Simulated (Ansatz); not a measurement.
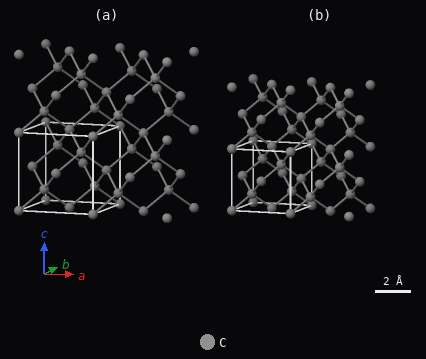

The structure of crystalline C (a generated structure, set up in Fd-3m) (coarse preliminary run) before (left) and after (right) a relaxation, at one scale.

The picture is a ball-and-stick view of the conventional cell (4 times the calculation's cell), repeated 2 × 1 × 2 with one cell outlined, seen slightly off an axis. Lengths and directions refer to the drawn axes.

Case: Sn → C on all its sites, cell and atoms relaxed.

Method: DFT PBE, scalar-relativistic, plane waves, PAW in Ansatz.

The input:
```yaml
crystal:
  lattice:
    - [0.0, 2.2589656651, 2.2589656651]
    - [2.2589656651, 0.0, 2.2589656651]
    - [2.2589656651, 2.2589656651, 0.0]
  atoms:
    - { symbol: C, position: [0.0, 0.0, 0.0] }
    - { symbol: C, position: [0.25, 0.25, 0.25] }
basis:
  ecutwfc: 420
kpoints:
  mp_grid: { grid: [8, 8, 8] }
hamiltonian:
  xc: pbe
scf:
  occupations: { method: gaussian, width: 0.1 }
output:
  forces: true
  stress: true
  eigenvalues: true
relax:
  adjacent_minimum: "off"
  f_tol: 0.05
  max_steps: 60
  cell: { stress_tol: 0.5 }
```

Command:
```bash
ansatz run input.yaml --threads 1 --pin off --max-ram 2560MiB --backend cpu --events-out ev --progress --plain --runs-dir out
```

Question: Summarise the run.

Answer: No atom moves by more than 0.005 Å relative to the cell. The volume changes by −50.6 %, with a = b = c 4.518 → 3.572 Å (−20.9 %). Near-neighbour distances that change, for instance: C1–C2 1.956 → 1.547 Å. The space group stays Fd-3m (No. 227). Over 7 accepted moves (9 points after the start) the energy falls by 4.864 eV per cell of the calculation. All forces vanish by symmetry, so only the cell relaxes. Pressure: −70.84 GPa at the start and 0.00 GPa at the end. At 2 points the geometry stayed and the basis and grid were re-selected for the new cell (energy shift of 7.6 meV per cell of the calculation at most each time).
